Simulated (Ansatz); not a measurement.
The calculation's input:

```
crystal:
  lattice:
    - [3.0078485001, 0.0, 0.0]
    - [-1.5039242501, 2.6048732118, 0.0]
    - [0.0, 0.0, 9.8234042024]
  atoms:
    - { symbol: Mg, position: [0.0, 0.0, 0.0] }
    - { symbol: O, position: [0.6666666667, 0.3333333333, 0.125] }
    - { symbol: Mg, position: [0.3333333333, 0.6666666667, 0.25] }
    - { symbol: O, position: [0.6666666667, 0.3333333333, 0.375] }
    - { symbol: Mg, position: [0.0, 0.0, 0.5] }
    - { symbol: O, position: [0.3333333333, 0.6666666667, 0.625] }
    - { symbol: Mg, position: [0.6666666667, 0.3333333333, 0.75] }
    - { symbol: O, position: [0.3333333333, 0.6666666667, 0.875] }
basis:
  ecutwfc: 420
kpoints:
  mp_grid: { grid: [9, 9, 3] }
hamiltonian:
  xc: pbe
scf:
  occupations: { method: gaussian, width: 0.02 }
output:
  forces: true
  stress: true
  eigenvalues: true
  populations: true
  write_density: true
  write_potential: true
  elf: true
  volumetric_format: npy
relax:
  adjacent_minimum: "off"
  f_tol: 0.01
  max_steps: 45
  cell: { stress_tol: 0.05 }
```

Command:

```sh
ansatz run input.yaml --threads 1 --pin off --max-ram 2560MiB --backend cpu --events-out ev --progress --plain --runs-dir out
```

Below, planes, directions and counts refer to the conventional cell (a = 2.98 Å, b = 2.98 Å, c = 10.14 Å, α = 90.00°, β = 90.00°, γ = 120.00°).

The fields are those of the relaxed geometry.

Space group P6₃/mmc; a generated structure, not necessarily the stable one.

All numbers below come from DFT PBE, scalar-relativistic, plane waves, PAW (Ansatz).

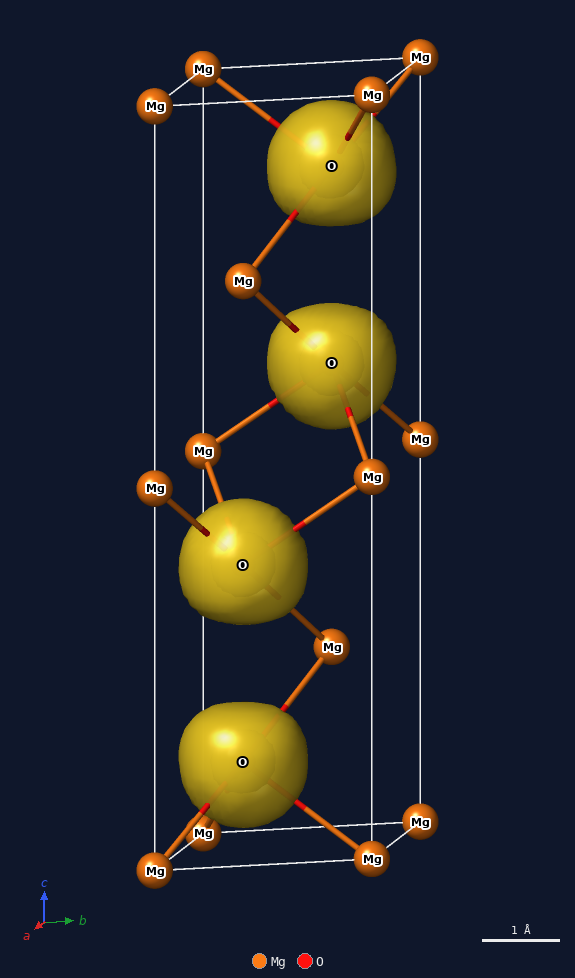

MgO. Isosurface of the electron localisation function at 0.75 (yellow), seen slightly off an axis. Core shells and regions of very low density are left out. Sticks mark near contacts.

In a PAW calculation such maps are meaningful between the atoms, not at the nuclei.

### Where are the electrons localised?

The ELF exceeds this value in four regions wrapped around O (the valence shell of each), counted in one cell of 8 atoms. Regions shared between cells count once.

Values along the shortest contacts:
Mg–O (2.12 Å): the ELF peaks at about 0.85 in the valence shell of O, 0.6 Å from its nucleus, and is about 0.30 at the midpoint; a largely ionic contact. Mg–O (2.16 Å): the ELF peaks at about 0.85 in the valence shell of O, 0.6 Å from its nucleus, and is about 0.35 at the midpoint: a largely ionic contact.
